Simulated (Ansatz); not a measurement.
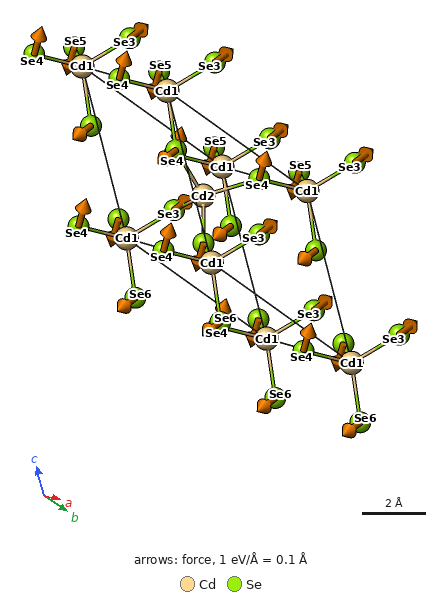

Starting geometry of solid CdSe2 (built on the SiO2-122 type type) with the computed forces as orange arrows. Style: ball-and-stick. Shown: the cell of the calculation, slightly off an axis.

Computed with DFT, PBEsol, plane waves, PAW in Ansatz 0.2.0.

Input
```yaml
crystal:
  lattice:
    - [-2.96309315, 2.96309315, 4.37255727]
    - [2.96309315, -2.96309315, 4.37255727]
    - [2.96309315, 2.96309315, -4.37255727]
  atoms:
    - { symbol: Cd, position: [0.0, 0.0, 0.0] }
    - { symbol: Cd, position: [0.75, 0.25, 0.5] }
    - { symbol: Se, position: [0.375, 0.22178613, 0.34678613] }
    - { symbol: Se, position: [0.97178613, 0.625, 0.84678613] }
    - { symbol: Se, position: [0.77821387, 0.125, 0.15321387] }
    - { symbol: Se, position: [0.875, 0.02821387, 0.65321387] }
kpoints:
  mp_grid: { grid: [6, 6, 6] }
hamiltonian:
  xc: pbesol
scf:
  occupations: { method: fermi_dirac, width: 0.03 }
relax:
  f_tol: 0.01
  cell: {}
  max_steps: 120
```

Launched with:
```bash
ansatz run input.yaml --threads 2 --pin off --max-ram 2211MiB --backend cpu --events-out ev --progress --plain --runs-dir out
```

Question: What follows when this structure is relaxed?

Answer: It isn't relaxed: the largest force vector, on Se atoms, is 11.51 eV/Å. The atoms end up moving mostly along the starting forces (cosine between the two patterns 1.00). The largest moves relative to the cell, 1.56 Å, are those of Se3, Se4, Se5 and Se6. Se4 goes along [1 0 1]. Cd stays in place. Cell: a = b = c 6.056 → 5.715 Å (−5.6 %), α 121.4° → 121.0°, β 121.4° → 121.0°, γ 87.6° → 88.2°. Volume −15.4 %. Some distances before and after: Se3–Se6 5.623 → 3.149 Å, Se3–Se6 (another image) 3.177 → 5.064 Å, Se3–Se4 4.538 → 3.028 Å, Se3–Se4 (another image) 3.135 → 4.127 Å. Bond angles that change, for instance: Cd1–Se3–Cd2 145.4° → 79.2°, Se3–Cd1–Se6 110.9° → 135.9°, Se3–Cd1–Se4 108.7° → 98.1°. The space group stays I-42d (No. 122). After 12 accepted moves (15 points after the start) the energy has fallen by 5488 meV per atom. The largest force component goes from 12 to 0.00055 eV/Å. The pressure goes from 101.84 to 0.00 GPa. The line search rejected the trial step at point 10 of the run. The SCF was repeated twice at an unchanged geometry on a basis and grid sized afresh for the cell, which shifted the energy by 0.6 meV per atom at most.
